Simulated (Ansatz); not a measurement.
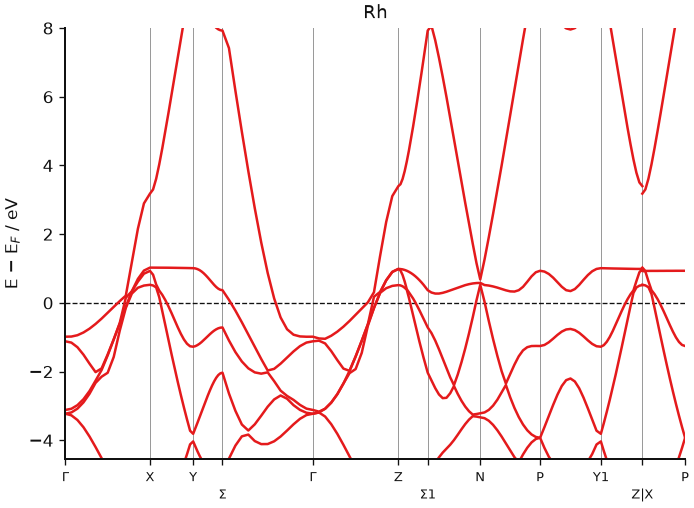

Band structure. Energies are counted from the Fermi level.

The material is Rh, space group I4/mmm (No. 139), 1 atom in the primitive cell; a = 2.684 Å, c = 3.758 Å (tetragonal axes).

Level of theory: PBE, Ansatz PAW, no spin polarisation, no spin-orbit coupling, 10×10×10 k mesh, 420 eV cutoff, Fermi-Dirac smearing of 0.05 eV; code Ansatz 0.2.0.

Q: Metal, semiconductor or insulator?

A: A metal: 4 bands cross the Fermi level along this path.

Q: On which lines of the path do bands cross the Fermi level?

A: Bands cross the Fermi level on Γ–X, X–Y, Σ–Γ, Γ–Z, Z–Σ1, Σ1–N, N–P, Y1–Z and X–P, and not on Y–Σ and P–Y1.

The k mesh is thin for a metal, so its Fermi level is uncertain. The cell is under a strain of −1 % (uniaxial). The cell is at 10 GPa in this functional. In reduced coordinates of the cell that was run, X is (0, 0.5, 0.5), Y is (0.255, 0.5, 0.755), Σ is (0.378, 0.378, 0.755), Z is (−0.5, −0.5, 0), Σ1 is (−0.378, −0.378, 0.245), N is (0, 0, 0.5), P is (−0.25, 0.25, 0.5) and Y1 is (−0.5, −0.255, 0.245).
